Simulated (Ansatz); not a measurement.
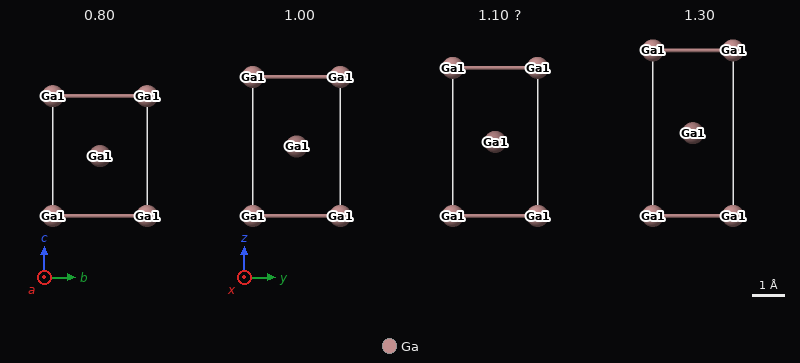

A scan of crystalline Ga (I4/mmm): the ratio of the cell's length along z to its lengths across, counted as 1 for the reference, is changed at fixed volume (a c/a path), with the atoms kept at their fractional coordinates. x, y and z are the Cartesian axes of the input. A ball-and-stick model of the conventional cell (2 times the calculation's cell), seen along the a axis. Lengths and directions refer to the drawn axes.

These are results of DFT r2SCAN, scalar-relativistic, plane waves, PAW in Ansatz 0.2.0, not measurements. Settings: plane-wave cutoff 500 eV; k-point mesh 26 × 26 × 26; occupations gaussian; smearing width 0.15 eV; no spin polarisation. Energies (free energies at the smearing named) are counted from the cell as listed in its source, which wasn't relaxed.

```json
{"axial ratio over its reference value": "0.80", "energy change (meV/atom)": "6.5"}
{"axial ratio over its reference value": "0.85", "energy change (meV/atom)": "2.8"}
{"axial ratio over its reference value": "0.92", "energy change (meV/atom)": "2.7"}
{"axial ratio over its reference value": "0.96", "energy change (meV/atom)": "0.4"}
{"axial ratio over its reference value": "1.00", "energy change (meV/atom)": "0.0"}
{"axial ratio over its reference value": "1.05", "energy change (meV/atom)": "0.1"}
{"axial ratio over its reference value": "1.10", "energy change (meV/atom)": "?"}
{"axial ratio over its reference value": "1.20", "energy change (meV/atom)": "22.7"}
{"axial ratio over its reference value": "1.30", "energy change (meV/atom)": "69.6"}
```

One row is withheld. What is its energy?

A straight line between the two neighbours gives 7.6 meV/atom. A cubic through the four nearest rows (1.00, 1.05, 1.20, 1.30) gives, with Lagrange weights, (−0.3333)(0.0) + (1.0667)(0.1) + (0.3333)(22.7) + (−0.0667)(69.6) = 3.0 meV/atom. The calculation gives 4.5 meV/atom, so the cubic is 1.5 meV/atom too low and the straight line 3.1 meV/atom too high, as the curve bends upwards here.

The whole profile:

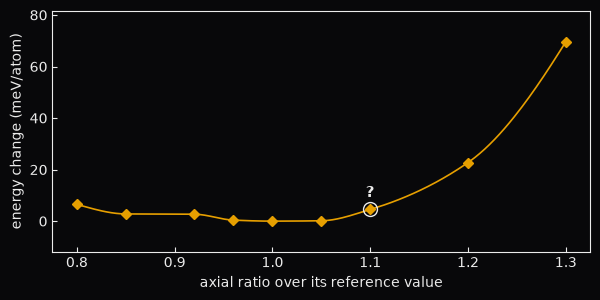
